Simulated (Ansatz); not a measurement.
## Electronic structure of SnO in real space

```yaml
crystal:
  lattice:
    - [3.10341, -3.10341, 0.00000]
    - [0.00000, 3.10341, -3.10341]
    - [3.16144, 3.16144, 3.16144]
  atoms:
    - { symbol: Sn, position: [0.00000, 0.00000, 0.00000] }
    - { symbol: Sn, position: [0.66667, 0.33333, 0.33333] }
    - { symbol: Sn, position: [0.33333, 0.66667, 0.66667] }
    - { symbol: O, position: [0.33333, 0.66667, 0.16667] }
    - { symbol: O, position: [0.00000, 0.00000, 0.50000] }
    - { symbol: O, position: [0.66667, 0.33333, 0.83333] }
```

Space group R-3m; started from the CsCl prototype, which need not be the ambient phase; changed on purpose from its base cell (shear 111 strain +1.9%).

All numbers below come from DFT, r2SCAN, plane waves, PAW (Ansatz).

The density is the valence pseudo-density of a PAW calculation; it isn't the true density close to the nuclei.

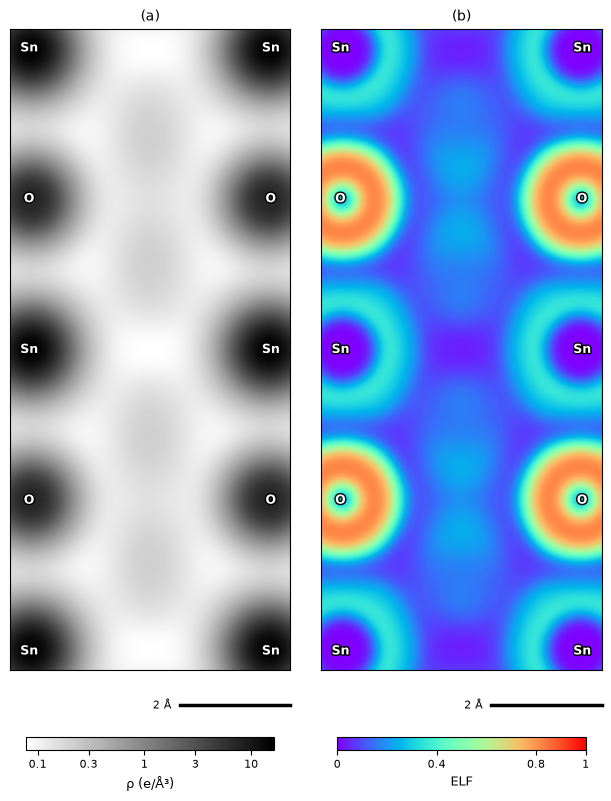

Figure 1. (a) valence charge density (pseudo); (b) ELF on the (010) plane of the conventional cell.

Question: What does the map show?

Answer: Atoms in the plane: Sn and O. Sn–O (2.74 Å): ρ is about 0.19 e/Å³ halfway; the ELF is about 0.15 at the midpoint (no localised pair shows between them). Between the atoms the lowest density in this plane is 0.08 e/Å³.

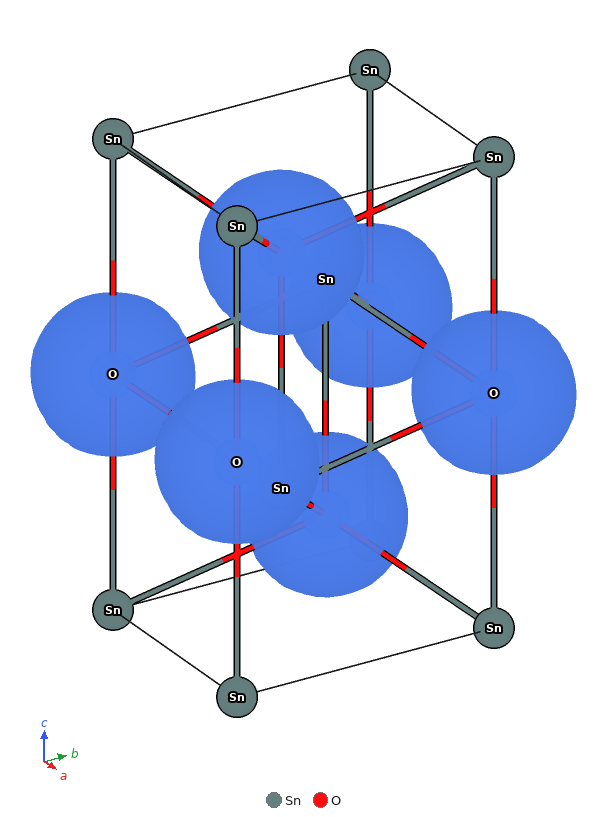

Figure 2. Isosurface of the electron localisation function at 0.6 (blue), seen slightly off an axis. Core shells and regions of very low density are left out. Sticks mark near contacts.

Question: Where are the electrons localised?

Answer: The ELF exceeds this value in three regions wrapped around O (the valence shell of each), counted in one cell of 6 atoms. Regions shared between cells count once. Along the contacts the grid gives the following. Sn–O (2.69 Å): the ELF is about 0.15 at the midpoint; no localised pair shows between them.
